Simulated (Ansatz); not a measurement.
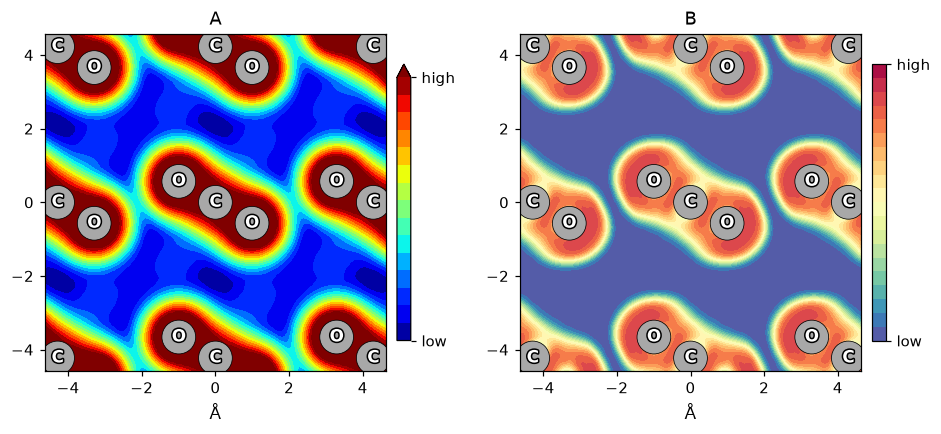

CO2: 2 fields on the (010) plane of the conventional cell, with unlabelled colour scales. Grey discs cover the atomic cores.

Space group Pbcn; not relaxed (largest force 1.7 eV/Å); computed pressure about 31 GPa in this cell.

The calculation used DFT, PBE, plane-wave PAW, default files, scalar-relativistic (Ansatz).

Question: The panels show electron localisation function and valence pseudo-density in some order. Assign them.

Answer: Panel A: valence pseudo-density. Panel B: electron localisation function. From the grid: C–O (1.15 Å): the density is about 3.8 e/Å³ at the midpoint; the ELF peaks at about 0.85 between the atoms (inside overlapping PAW spheres, so only a guide) (a multiple bond).
